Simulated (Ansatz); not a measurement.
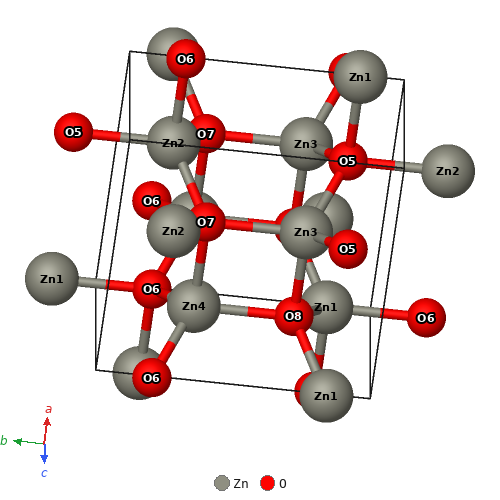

The system is ZnO (P4_2/mnm phase) with one H guest (9 atoms in the cell); the picture shows it without the atoms that are moved over the map. A guest moved over a lattice plane through the rigid host; the plane is (1 0 0) of the conventional cell, half-way across the widest gap between atomic layers, origin above O5. Places are given modulo a cell vector. The map is drawn in real space over the plane of the scan. Nothing is relaxed (host rigid, guest held in the plane). The grid has 10 × 10 points; 60 points were computed and 40 follow by symmetry. All energies are given in eV per cell relative to the lowest grid point. These are results of DFT PBEsol, scalar-relativistic, plane waves, PAW in Ansatz, not measurements. Settings: cutoff 420 eV, k-mesh 4×4×8, gaussian smearing 0.05 eV, no spin polarisation.

Range: place of H9 along a1 from 0.0 to 0.9; place of H9 along a2 from 0.0 to 0.9.

**What landscape does the calculation give?**

The lowest grid point is at (7/10, 5/10) of the cell vectors [nearest 1 Zn at 1.97 Å and 1 O at 1.97 Å]. There is a further well near (7/10, 0/10) of the cell vectors [nearest 1 Zn at 1.93 Å and 1 O at 1.94 Å] (0.0038 eV above the lowest at that grid point). Relaxing all atoms from the lowest point lowers the energy by a further 0.33 eV. The highest grid point, (0/10, 0/10) of the cell vectors [nearest 1 Zn at 1.00 Å and 1 O at 1.00 Å], lies 5.75 eV above the lowest. On the interpolated surface the easiest way out of the lowest well to a well of about the same depth near (7/10, 0/10) of the cell vectors [nearest 1 Zn at 1.93 Å and 1 O at 1.94 Å] passes a barrier of about 0.073 eV.

| place of H9 along a2 ↓, place of H9 along a1 → | 0/10 | 1/10 | 2/10 | 3/10 | 4/10 | 5/10 | 6/10 | 7/10 | 8/10 | 9/10 |
| --- | --- | --- | --- | --- | --- | --- | --- | --- | --- | --- |
| 9/10 | 4.46 | 2.64 | 1.73 | 3.52 | 4.02 | 1.30 | 0.15 | 0.03 | 0.37 | 2.21 |
| 8/10 | 2.25 | 1.50 | 1.11 | 1.87 | 2.06 | 0.79 | 0.15 | 0.07 | 0.28 | 1.25 |
| 7/10 | 0.86 | 0.66 | 0.57 | 0.75 | 0.82 | 0.41 | 0.11 | 0.07 | 0.18 | 0.57 |
| 6/10 | 0.29 | 0.26 | 0.27 | 0.27 | 0.30 | 0.21 | 0.06 | 0.02 | 0.10 | 0.26 |
| 5/10 | 0.16 | 0.16 | 0.19 | 0.14 | 0.17 | 0.15 | 0.03 | 0.00 | 0.07 | 0.18 |
| 4/10 | 0.29 | 0.26 | 0.27 | 0.27 | 0.30 | 0.21 | 0.06 | 0.02 | 0.10 | 0.26 |
| 3/10 | 0.86 | 0.66 | 0.57 | 0.75 | 0.82 | 0.41 | 0.11 | 0.07 | 0.18 | 0.57 |
| 2/10 | 2.25 | 1.50 | 1.11 | 1.87 | 2.06 | 0.79 | 0.15 | 0.07 | 0.28 | 1.25 |
| 1/10 | 4.46 | 2.64 | 1.73 | 3.52 | 4.02 | 1.30 | 0.15 | 0.03 | 0.37 | 2.21 |
| 0/10 | 5.75 | 3.24 | 2.01 | 4.44 | 5.15 | 1.56 | 0.15 | 0.00 | 0.42 | 2.74 |

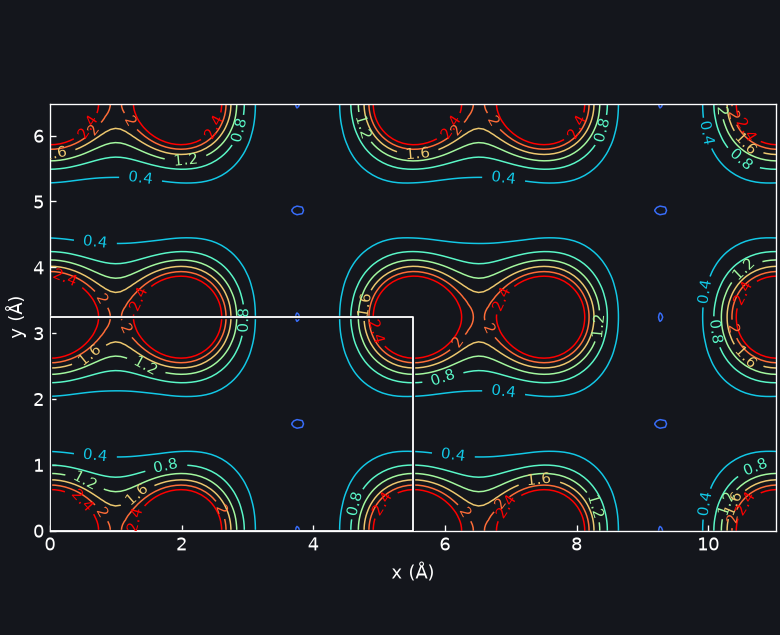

In the figure: contour lines labelled in eV (none above 2.4), the outline of one cell of the 2 × 2 shown. Between grid points the surface is interpolated.

Each point was launched as `ansatz run input.yaml --threads 4 --pin off --max-ram 8192MiB --backend cpu --events-out ev --progress --plain --runs-dir out`. The whole map (60 points run) took 25 min on 4 threads of Arm Neoverse N1 (shared host).

PAW datasets: the set soft_1.
